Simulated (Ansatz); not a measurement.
**Zn$_{15}$S$_{16}$ (cell charge −2, with a compensating background) (cell with a defect): density, localisation and related maps**

```yaml
crystal:
  lattice:
    - [-5.29685, 5.29685, 5.29685]
    - [5.29685, -5.29685, 5.29685]
    - [5.29685, 5.29685, -5.29685]
  atoms:
    - { symbol: Zn, position: [0.50000, 0.25123, 0.25967] }
    - { symbol: Zn, position: [0.50000, 0.50000, 0.00000] }
    - { symbol: Zn, position: [0.75123, 0.75967, 0.50000] }
    - { symbol: Zn, position: [0.50000, 0.75967, 0.75123] }
    - { symbol: Zn, position: [0.75123, 0.00000, 0.25967] }
    - { symbol: Zn, position: [0.74033, 0.24033, 0.99156] }
    - { symbol: Zn, position: [0.00000, 0.50000, 0.50000] }
    - { symbol: Zn, position: [0.74033, 0.49156, 0.74033] }
    - { symbol: Zn, position: [0.00844, 0.74877, 0.24877] }
    - { symbol: Zn, position: [0.00000, 0.00000, 0.00000] }
    - { symbol: Zn, position: [0.25967, 0.25123, 0.50000] }
    - { symbol: Zn, position: [0.99156, 0.24033, 0.74033] }
    - { symbol: Zn, position: [0.24877, 0.50844, 0.24877] }
    - { symbol: Zn, position: [0.24877, 0.74877, 0.00844] }
    - { symbol: Zn, position: [0.25967, 0.00000, 0.75123] }
    - { symbol: S, position: [0.73858, 0.00000, 0.50000] }
    - { symbol: S, position: [0.74944, 0.24944, 0.24998] }
    - { symbol: S, position: [0.75002, 0.49945, 0.99945] }
    - { symbol: S, position: [0.00055, 0.75056, 0.50000] }
    - { symbol: S, position: [0.74944, 0.74998, 0.74944] }
    - { symbol: S, position: [0.00055, 0.00000, 0.25056] }
    - { symbol: S, position: [0.99945, 0.25002, 0.99945] }
    - { symbol: S, position: [0.25056, 0.50055, 0.50000] }
    - { symbol: S, position: [0.99945, 0.49945, 0.75002] }
    - { symbol: S, position: [0.26142, 0.76142, 0.26142] }
    - { symbol: S, position: [0.25056, 0.00000, 0.00055] }
    - { symbol: S, position: [0.50000, 0.23858, 0.50000] }
    - { symbol: S, position: [0.24998, 0.24944, 0.74944] }
    - { symbol: S, position: [0.50000, 0.50055, 0.25056] }
    - { symbol: S, position: [0.50000, 0.75056, 0.00055] }
    - { symbol: S, position: [0.50000, 0.00000, 0.73858] }
```

All numbers below come from DFT LDA, scalar-relativistic, plane waves, PAW in Ansatz 0.2.0.

Core electrons are frozen (PAW), and the valence fields are smoothed inside the atomic spheres.

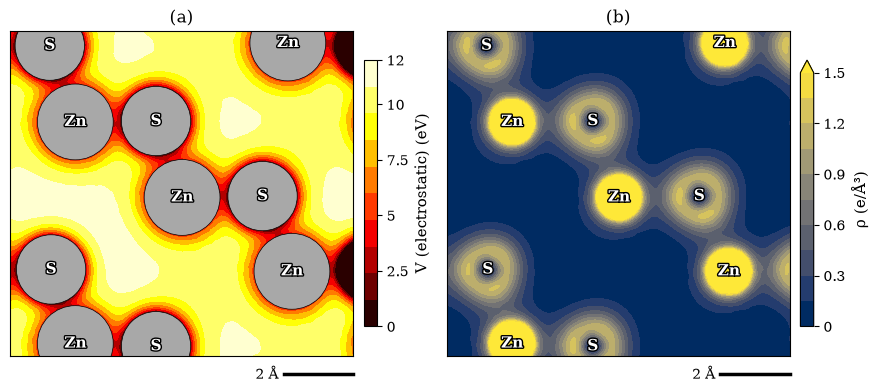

Figure 1. (a) electrostatic potential energy of an electron; (b) valence charge density (pseudo) on the (010) plane of the calculation cell. Grey discs cover the atomic cores in the potential map.

**Read the bonding off the picture.**

The section cuts through Zn and S sites. Zn–S (2.25 Å): ρ at the midpoint is about 0.61 e/Å³. Zn–S (2.32 Å): the density is about 0.52 e/Å³ at the midpoint. The density dies away to nearly zero in the voids. Outside the cores the potential energy rises away from the atoms and is highest about 2.0 Å from the nearest atoms; its zero is arbitrary.

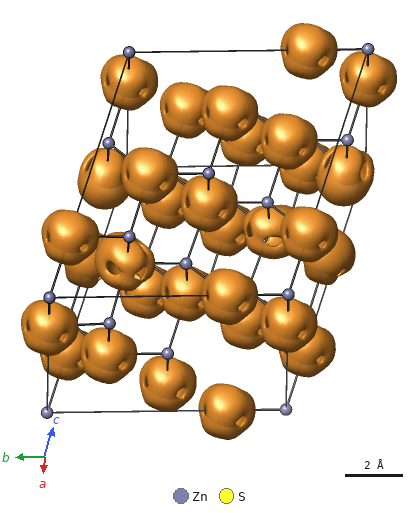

Figure 2. Isosurface of the ELF at 0.8 (orange), seen at an oblique angle. Only the valence region is drawn (cores and ρ < 0.01 e/Å³ removed). Sticks mark near contacts.

**Identify the bonds, lone pairs and shells in this picture.**

The surface consists of 16 regions wrapped around S (the valence shell of each), counted in one cell of 31 atoms. Any copies at cell faces, edges or corners count once. Profiles from the grid: Zn–S (2.25 Å): the ELF peaks at about 0.85 in the valence shell of S, 0.8 Å from its nucleus, and is about 0.60 at the midpoint. Zn–S (2.30 Å): the ELF peaks at about 0.90 in the valence shell of S, 0.9 Å from its nucleus, and is about 0.55 at the midpoint.

**Does the calculation make it a metal, or give it a gap?**

It is gapped, with a Kohn–Sham gap of 3.4 eV on the k-point mesh (the band edges may lie off the mesh, which would make the gap smaller).
